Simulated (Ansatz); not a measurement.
System: Pd.

Space group P6_3/mmc; the calculation finds a residual pressure of about −10 GPa at this fixed cell; spin-polarised. Net moment 0.8 μB in the 2-atom cell of the calculation; other magnetic orders weren't tried. This isn't the usual form at ambient conditions. The cell comes from a database of computed structures, not from a measurement.

```
Pd
1.0
     2.78367    0.00000    0.00000
    -1.39183    2.41072    0.00000
     0.00000    0.00000    4.62889
Pd
2
Direct
  0.66667 0.33333 0.75000
  0.33333 0.66667 0.25000
```

Theory: DFT PBEsol, scalar-relativistic, plane waves, PAW in Ansatz 0.2.0.

Which states lie at the band edges, or at the Fermi level if it is a metal?

Answer. The calculation finds no gap at the Fermi level.
The states at the Fermi level: Pd 4d (over 95 %) by Löwdin projection on a minimal orbital set.

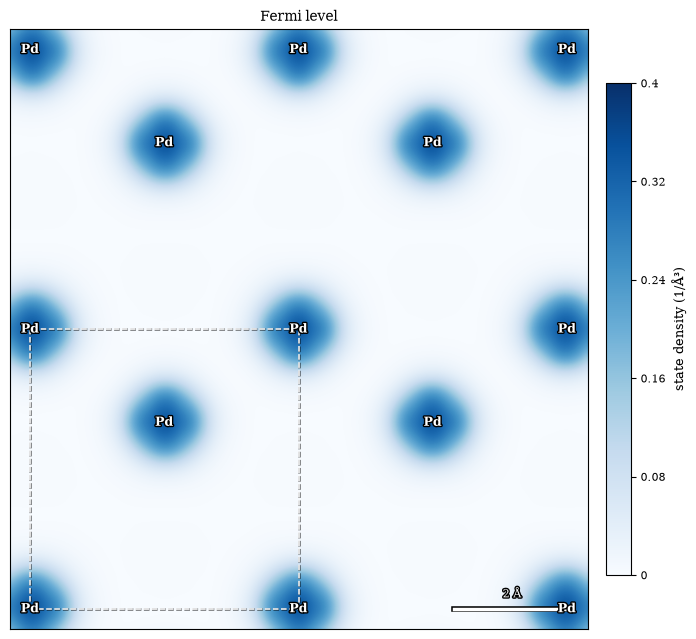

Computed densities of these states (window −0.25 to +0.25 eV about the Fermi level) on the (110) plane of the conventional cell.

Core electrons are frozen (PAW), so the fields are smoothed inside the atomic spheres.
